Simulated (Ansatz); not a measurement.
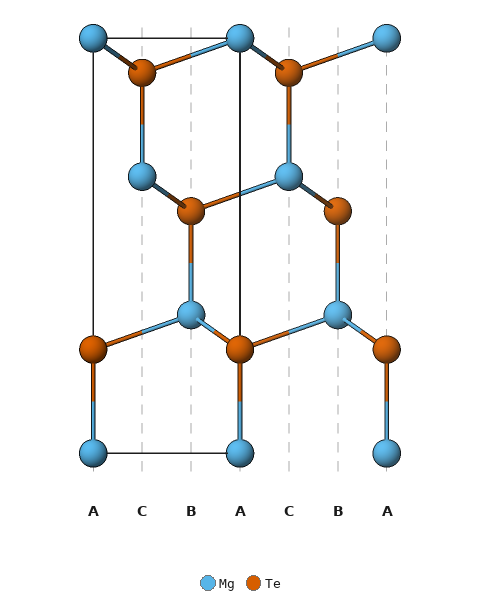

The picture looks along a close-packed row of the hexagonal mesh; [111] points upwards. The dashed lines mark the three columns A (0, 0), B (1/3, 2/3) and C (2/3, 1/3). The box is the hexagonal cell of the face-centred cubic lattice. The sequence starts with the first layer at or above the cell's origin.

MgTe (space group F-43m, No. 216): the input geometry of an electronic-structure calculation (not necessarily at equilibrium).

> Give the sequence of layers in one repeat, with element and column.

Mg(A) – Te(A) – Mg(B) – Te(B) – Mg(C) – Te(C) (six layers in 11.20 Å).

> How are the Te layers alone stacked?

Te layers alone: ABC, the cubic close-packed type.

> Which positions between or in the Te layers do the other atoms fill?

Mg: three tetrahedral sites in each hexagonal cell.

> What short polytype symbol fits?

Polytype symbol 3C, the symbol of a tetrahedral polytype (number of double layers in the repeat and lattice).

Heights of the layers:

```json
{"layer": "1", "atoms (column)": "Mg(A)", "height (Å)": "0.00", "to next (Å)": "2.80"}
{"layer": "2", "atoms (column)": "Te(A)", "height (Å)": "2.80", "to next (Å)": "0.93"}
{"layer": "3", "atoms (column)": "Mg(B)", "height (Å)": "3.73", "to next (Å)": "2.80"}
{"layer": "4", "atoms (column)": "Te(B)", "height (Å)": "6.53", "to next (Å)": "0.93"}
{"layer": "5", "atoms (column)": "Mg(C)", "height (Å)": "7.46", "to next (Å)": "2.80"}
{"layer": "6", "atoms (column)": "Te(C)", "height (Å)": "10.26", "to next (Å)": "0.93"}
```
